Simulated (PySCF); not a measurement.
# C4H6 (SMILES C1C2CC12): levels of theory compared

Aim: a comparison of 6 runs (BHLYP/cc-pVDZ, M06-2X/cc-pVDZ, SVWN5/cc-pVDZ, TPSS/cc-pVDZ, revPBE/cc-pVDZ, SCS-MP2/cc-pVDZ) of C4H6. Input form: a Python script.

Program for the calculation: PySCF 2.14.0.

2 further runs of the same task are left out: 2 set aside as unsound or not needed.

### 1 The structure to begin with

The species is C4H6 (10 atoms), meant as a singlet with charge 0. As SMILES, `C1C2CC12`. The coordinates come from a PBE0-D4/def2-TZVP relaxation.

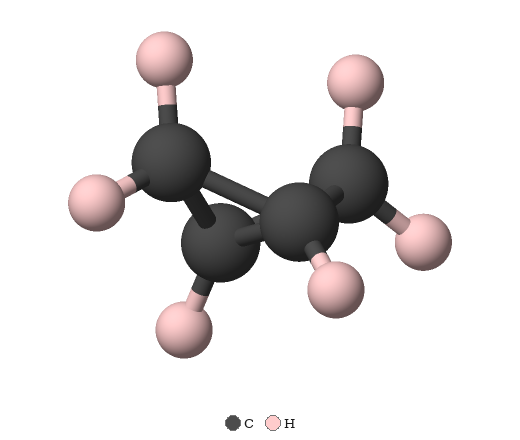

The structure, seen from a chosen angle (carbon dark grey, hydrogen pink).

### 2 A single-point energy at BHLYP/cc-pVDZ (run 1)

The input, start.xyz:

```xyz
10
C4H6
C     -0.500360     0.926240    -0.506260
C     -0.480080    -0.553570    -0.339790
C      0.234320    -0.614330     0.965540
C      0.762290     0.222750    -0.147350
H     -0.581140     1.306650    -1.520300
H     -0.999060     1.537560     0.247130
H     -0.700790    -1.335320    -1.047900
H     -0.206710    -0.123920     1.834450
H      0.771970    -1.530770     1.190450
H      1.699560     0.164700    -0.675970
```

The input, calc.py:

```python
from pyscf import gto, dft

mol = gto.M(
    atom='start.xyz',
    max_memory=1860,
    basis='cc-pvdz',
    spin=0,
    verbose=3,
)

ks = dft.RKS(mol)
ks.xc = 'bhandhlyp'
ks.conv_tol = 1e-10
ks.grids.level = 5
ks.kernel()
if not ks.converged:
    ks = ks.newton().run(ks.mo_coeff, ks.mo_occ)

energy = ks.e_tot
print('Final energy', energy)
```

Command:

```
$ OMP_NUM_THREADS=1 python calc.py
```

Output:

```text
converged SCF energy = -155.851134095938
Final energy -155.85113409593816
```

Wall time 16 s (1 thread of Arm Neoverse V2, shared host); peak memory 0.42 GiB.

### 3 A single-point energy at M06-2X/cc-pVDZ (run 2)

The input, input.py:

```python
from pyscf import gto, dft

mol = gto.M(
    atom='''
C     -0.945543     1.750340    -0.956693
C     -0.907220    -1.046096    -0.642110
C      0.442801    -1.160915     1.824606
C      1.440519     0.420936    -0.278451
H     -1.098195     2.469211    -2.872951
H     -1.887950     2.905567     0.467008
H     -1.324301    -2.523389    -1.980244
H     -0.390625    -0.234175     3.466608
H      1.458812    -2.892736     2.249624
H      3.211703     0.311238    -1.277398
''',
    max_memory=1860,
    unit='bohr',
    basis='cc-pvdz',
    charge=0,
    verbose=3,
)

mf = dft.RKS(mol, xc='m06-2x')
mf.grids.level = 5
mf.conv_tol = 1e-10
mf.kernel()
if not mf.converged:
    mf = mf.newton().run(mf.mo_coeff, mf.mo_occ)

e_final = mf.e_tot
print('Final energy', e_final)
```

Command:

```
$ OMP_NUM_THREADS=1 python input.py
```

Output:

```text
converged SCF energy = -155.890605714793
Final energy -155.89060571479317
```

Run time: 32 s. Hardware: 1 thread of Arm Neoverse V2, shared host; peak memory 0.47 GiB.

Runs 3 to 5 aren't shown in full; the table further down has their settings and results.

### 4 A single-point energy at SCS-MP2/cc-pVDZ (run 6)

The input, calc.py:

```python
from pyscf import gto, mp

mol = gto.M(
    atom='''
C       -0.500360       0.926240      -0.506260
C       -0.480080      -0.553570      -0.339790
C        0.234320      -0.614330       0.965540
C        0.762290       0.222750      -0.147350
H       -0.581140       1.306650      -1.520300
H       -0.999060       1.537560       0.247130
H       -0.700790      -1.335320      -1.047900
H       -0.206710      -0.123920       1.834450
H        0.771970      -1.530770       1.190450
H        1.699560       0.164700      -0.675970
''',
    verbose=4,
    max_memory=1860,
    basis='cc-pvdz',
)

mf = mol.RHF()
mf.conv_tol = 1e-10
mf.kernel()
if not mf.converged:
    mf = mf.newton().run(mf.mo_coeff, mf.mo_occ)

pt = mp.MP2(mf, frozen=4).run()
energy = mf.e_tot + 1.2 * pt.e_corr_os + pt.e_corr_ss / 3
print('Final energy', energy)
```

Command:

```
$ OMP_NUM_THREADS=1 python calc.py
```

Output:

```text
PySCF version 2.14.0

[INPUT] num. atoms = 10
[INPUT] num. electrons = 30
[INPUT] charge = 0
[INPUT] spin (= nelec alpha-beta = 2S) = 0
[INPUT] symmetry False subgroup None
[INPUT] Mole.unit = angstrom
[INPUT] Symbol           X                Y                Z      unit          X                Y                Z       unit  Magmom
[INPUT]  1 C     -0.500360000000   0.926240000000  -0.506260000000 AA   -0.945543363687   1.750339925617  -0.956692747822 Bohr   0.0
[INPUT]  2 C     -0.480080000000  -0.553570000000  -0.339790000000 AA   -0.907219717881  -1.046095690775  -0.642110039866 Bohr   0.0
[INPUT]  3 C      0.234320000000  -0.614330000000   0.965540000000 AA    0.442800625508  -1.160915450104   1.824606162313 Bohr   0.0
[INPUT]  4 C      0.762290000000   0.222750000000  -0.147350000000 AA    1.440519327495   0.420936494247  -0.278451144455 Bohr   0.0
[INPUT]  5 H     -0.581140000000   1.306650000000  -1.520300000000 AA   -1.098195440030   2.469210640663  -2.872950627176 Bohr   0.0
[INPUT]  6 H     -0.999060000000   1.537560000000   0.247130000000 AA   -1.887949782008   2.905567300086   0.467008017164 Bohr   0.0
[INPUT]  7 H     -0.700790000000  -1.335320000000  -1.047900000000 AA   -1.324301170834  -2.523389088654  -1.980244005932 Bohr   0.0
[INPUT]  8 H     -0.206710000000  -0.123920000000   1.834450000000 AA   -0.390625287209  -0.234174861356   3.466608089208 Bohr   0.0
[INPUT]  9 H      0.771970000000  -1.530770000000   1.190450000000 AA    1.458811876380  -2.892736059700   2.249624464988 Bohr   0.0
[INPUT] 10 H      1.699560000000   0.164700000000  -0.675970000000 AA    3.211702932266   0.311237892716  -1.277398168422 Bohr   0.0

nuclear repulsion = 116.967317465134
number of shells = 38
number of NR pGTOs = 146
number of NR cGTOs = 86
basis = cc-pvdz
ecp = {}

******** <class 'pyscf.scf.hf.RHF'> ********
method = RHF
initial guess = minao
damping factor = 0
level_shift factor = 0
DIIS = <class 'pyscf.scf.diis.CDIIS'>
diis_start_cycle = 1
diis_space = 8
diis_damp = 0
SCF conv_tol = 1e-10
SCF conv_tol_grad = None
SCF max_cycles = 50
direct_scf = True
direct_scf_tol = 1e-13
Set gradient conv threshold to 1e-05
Initial guess from minao.
init E= -156.233885997494
  HOMO = -0.225022000794663  LUMO = 0.141530651039569  gap/eV = 9.97441
cycle= 1 E= -154.842197746303  delta_E= 1.39  |g|= 0.323  |ddm|= 2.84
  HOMO = -0.374817928911569  LUMO = 0.180878537724391  gap/eV = 15.12127
cycle= 2 E= -154.880206889786  delta_E= -0.038  |g|= 0.0969  |ddm|= 0.342
  HOMO = -0.343445136491022  LUMO = 0.195258942245223  gap/eV = 14.65888
cycle= 3 E= -154.883097645264  delta_E= -0.00289  |g|= 0.0389  |ddm|= 0.11
  HOMO = -0.355621626466602  LUMO = 0.193125322026571  gap/eV = 14.93217
cycle= 4 E= -154.88355061726  delta_E= -0.000453  |g|= 0.00449  |ddm|= 0.0425
  HOMO = -0.355061249739686  LUMO = 0.193097306590332  gap/eV = 14.91615
cycle= 5 E= -154.883557909689  delta_E= -7.29e-06  |g|= 0.00111  |ddm|= 0.00777
  HOMO = -0.355165417511194  LUMO = 0.193147874396775  gap/eV = 14.92036
cycle= 6 E= -154.883558584952  delta_E= -6.75e-07  |g|= 0.000323  |ddm|= 0.00285
  HOMO = -0.35512634559223  LUMO = 0.193175626692876  gap/eV = 14.92006
cycle= 7 E= -154.883558637792  delta_E= -5.28e-08  |g|= 8.82e-05  |ddm|= 0.000879
  HOMO = -0.355127502603974  LUMO = 0.193173870403875  gap/eV = 14.92004
cycle= 8 E= -154.883558642728  delta_E= -4.94e-09  |g|= 1.74e-05  |ddm|= 0.000319
  HOMO = -0.355128401013098  LUMO = 0.193174364487438  gap/eV = 14.92008
cycle= 9 E= -154.883558642926  delta_E= -1.98e-10  |g|= 2.97e-06  |ddm|= 6.34e-05
  HOMO = -0.355128273292952  LUMO = 0.193174370603056  gap/eV = 14.92007
cycle= 10 E= -154.883558642932  delta_E= -6.14e-12  |g|= 5.88e-07  |ddm|= 9.99e-06
  HOMO = -0.355128350747046  LUMO = 0.193174368150819  gap/eV = 14.92008
Extra cycle  E= -154.883558642934  delta_E= -1.88e-12  |g|= 2.37e-07  |ddm|= 1.28e-06
converged SCF energy = -154.883558642934

******** <class 'pyscf.mp.mp2.RMP2'> ********
nocc = 11, nmo = 82
frozen orbitals 4
E(RMP2) = -155.432944433738  E_corr = -0.549385790804485
E(SCS-RMP2) = -155.425581898875  E_corr = -0.542023255941511
E_corr(same-spin) = -0.135276568873697
E_corr(oppo-spin) = -0.414109221930788
Final energy -155.42558189887535
```

Run time: 1.7 s. Hardware: 1 thread of Arm Neoverse V2, shared host; peak memory 0.2 GiB.

### 5 Overview of the runs

| run | level | integration grid | frozen core orbitals | energy (Eh) | dipole moment (D) of the reference | HOMO energy (eV) | LUMO energy (eV) | wall time |
| --- | --- | --- | --- | --- | --- | --- | --- | --- |
| 1 | BHLYP/cc-pVDZ | 5 | – | -155.851134 | 0.74 | -8.00 | 3.00 | 16 s |
| 2 | M06-2X/cc-pVDZ | 5 | – | -155.890606 | 0.75 | -8.07 | 3.05 | 32 s |
| 3 | SVWN5/cc-pVDZ | 5 | – | -154.485226 | 0.76 | -5.80 | 1.25 | 11 s |
| 4 | TPSS/cc-pVDZ | 5 | – | -155.993160 | 0.72 | -5.73 | 1.62 | 33 s |
| 5 | revPBE/cc-pVDZ | 5 | – | -155.915314 | 0.73 | -5.66 | 1.39 | 15 s |
| 6 | SCS-MP2/cc-pVDZ | – | 4 | -155.425582 | 0.74 | -9.66 | 5.26 | 1.7 s |

### 6 Summary of results

| quantity | value |
| --- | --- |
| run 6: total energy | -155.42558 Eh |
| run 6: dipole moment (Hartree–Fock density) | 0.74 D |
| run 6: HOMO energy (Hartree–Fock orbitals) | -9.66 eV |
| run 6: LUMO energy (Hartree–Fock orbitals) | 5.26 eV |
| run 6: HOMO–LUMO gap (Hartree–Fock orbitals) | 14.92 eV |
| run 6: correlation energy (4 core orbitals frozen) | -542.0 mEh |

**Reading.** Over runs 1, 2, 3, 4, 5 the dipole moment (its size) runs from 0.72 D (TPSS/cc-pVDZ) to 0.76 D (SVWN5/cc-pVDZ). Over runs 1, 2, 3, 4, 5 the HOMO–LUMO gap runs from 7.05 eV (revPBE/cc-pVDZ) to 11.12 eV (M06-2X/cc-pVDZ). Totals of different functionals can't be ranked against each other. All runs together took 1.8 min, the longest 33 s.
